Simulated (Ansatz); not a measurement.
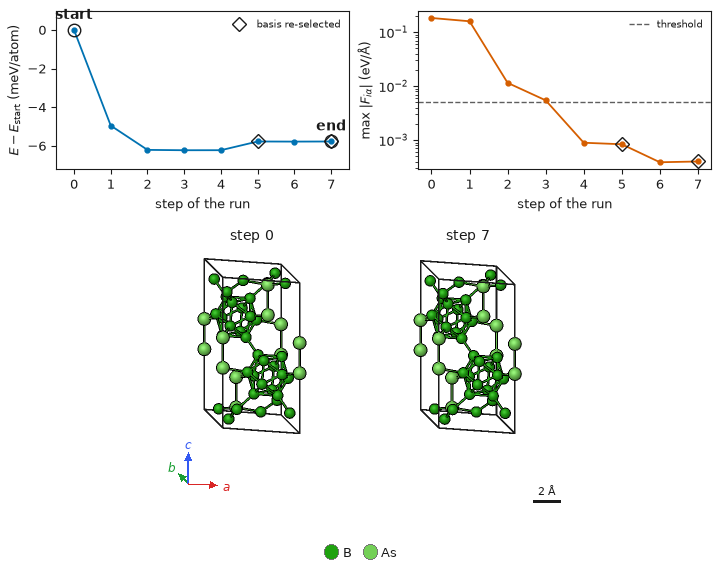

First and last geometry of a relaxation of solid B₆As (set up in R-3m), with the history of the run. Style: ball-and-stick. Shown: the conventional cell (3 times the calculation's cell), slightly off an axis. Lengths and directions refer to the drawn axes.

Method: DFT LDA, scalar-relativistic, plane waves, PAW (Ansatz 0.2.0). (plane-wave cutoff 420 eV; k-point mesh 6 × 6 × 6; occupations gaussian; smearing width 0.02 eV; no spin polarisation; cell and atoms relaxed; force threshold 0.005 eV/Å; at most 80 steps)

Read the history and describe the run.

Answer. It converged. The atoms keep their places relative to the cell (all moves are under 0.005 Å). Cell: a = b 6.137 → 6.078 Å (−1.0 %), c 11.895 → 11.749 Å (−1.2 %). Volume −3.1 %. Among the contacts that change: B–B 1.900 → 1.877 Å, As–As 2.392 → 2.370 Å, B–B 1.812 → 1.791 Å, As–B 1.999 → 1.978 Å. The space group stays R-3m (No. 166). Over 5 accepted moves (7 points after the start) the energy falls by 5.8 meV per atom. The largest force component goes from 0.18 to 0.0004 eV/Å. The pressure goes from −6.20 to 0.00 GPa. The SCF was repeated twice at an unchanged geometry on a basis and grid sized afresh for the cell, which shifted the energy by 0.5 meV per atom at most. The run took 54 s on 4 threads of Intel(R) Xeon(R) Processor @ 2.50GHz (Skylake/Cascade Lake) (shared host), peak memory 0.6 GiB.

```
step  E − E(0), meV/atom  largest force component, eV/Å  pressure, GPa  volume, Å³/atom                      note
   0                0.00                         0.1840          -6.20            9.237                          
   1               -4.95                         0.1598          -2.59            9.056                          
   2               -6.21                         0.0115           0.17            8.945                          
   3               -6.22                         0.0055           0.02            8.949                          
   4               -6.22                         0.0009           0.00            8.951                          
   5               -5.77                         0.0008          -0.06            8.951  same geometry, new basis
   6               -5.78                         0.0004           0.00            8.948                          
   7               -5.77                         0.0004           0.00            8.948  same geometry, new basis
```
